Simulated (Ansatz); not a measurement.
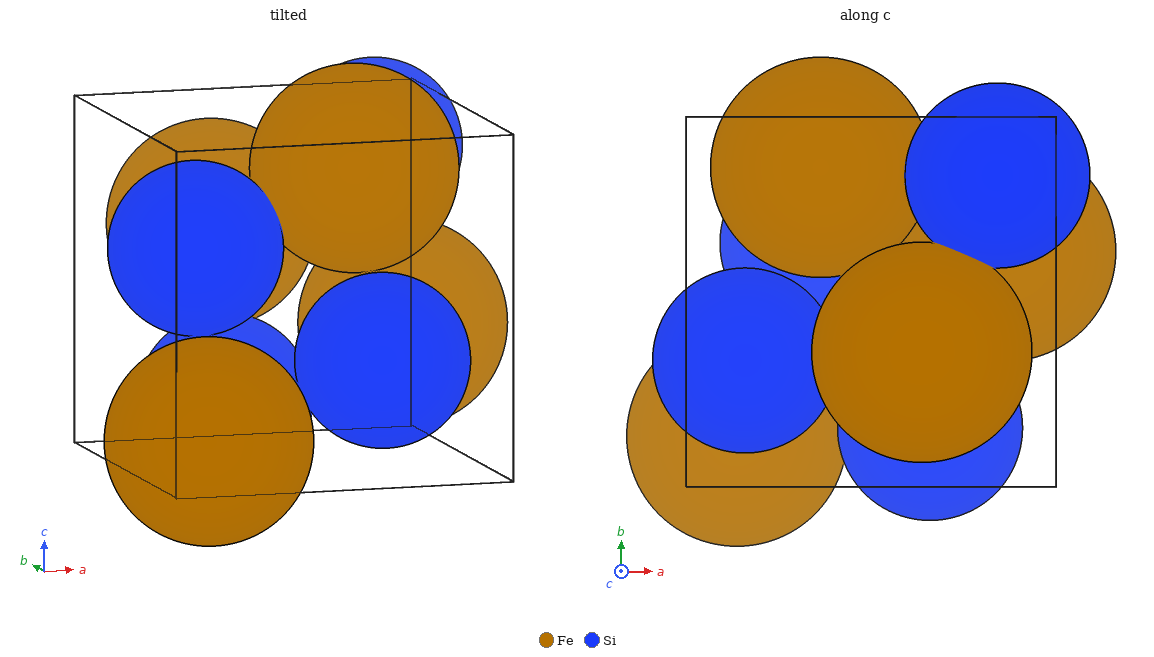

Drawn in the space-filling manner and seen slightly off an axis and along the c axis. The frame is the conventional unit cell; atoms at its boundary are shown with their periodic copies.

FeSi, space group P2_13 (No. 198), a = 4.403 Å, b = 4.403 Å, c = 4.403 Å, α = 90.00°, β = 90.00°, γ = 90.00°. Provenance: a structure listed in the Materials Project. Earlier steps of the study may have refined or changed the cell and positions. It was run through Ansatz as a DFT input.

This one geometry was computed with Ansatz (DFT, plane waves, PAW) at six levels of theory: HSE06, PBE0, r2SCANh, PBE, r2SCAN and dielectric-dependent PBE0 (fraction 1/eps_inf of PBE). It was relaxed beforehand with r2SCAN.

### Which level gives the highest pressure at this volume, and what does that say about its equilibrium volume?

Highest: PBE (7.3 GPa), which points to the largest equilibrium volume. Lowest, with the smallest volume: HSE06 (-4.0 GPa), PBE0 (-4.3 GPa) and r2SCANh (-3.8 GPa). Levels within 0.5 GPa of each other can't be told apart.

### How does the band gap change with the level of theory?

PBE: a gap of 0.18 eV, direct; dielectric-dependent PBE0 (fraction 1/eps_inf of PBE): a gap of 0.23 eV, indirect; r2SCAN: a gap of 0.34 eV, indirect; r2SCANh: a gap of 1.14 eV, indirect; HSE06: a gap of 1.47 eV, indirect; PBE0: a gap of 2.20 eV, indirect.

### Collect the results in a table.

| level | cutoff (eV) | k-mesh of the run's cell | gap (eV) | pressure (GPa) |
| --- | --- | --- | --- | --- |
| HSE06 | 420 | 4×4×4 | 1.47 | -4.0 |
| PBE0 | 420 | 4×4×4 | 2.20 | -4.3 |
| r2SCANh | 500 | 4×4×4 | 1.14 | -3.8 |
| PBE | 420 | 6×6×6 | 0.18 | 7.3 |
| r2SCAN | 500 | 6×6×6 | 0.34 | 0.0 |
| dielectric-dependent PBE0 (fraction 1/eps_inf of PBE) | 420 | 4×4×4 | 0.23 | 6.5 |

Gaps are taken on the k-mesh or band path of each run.
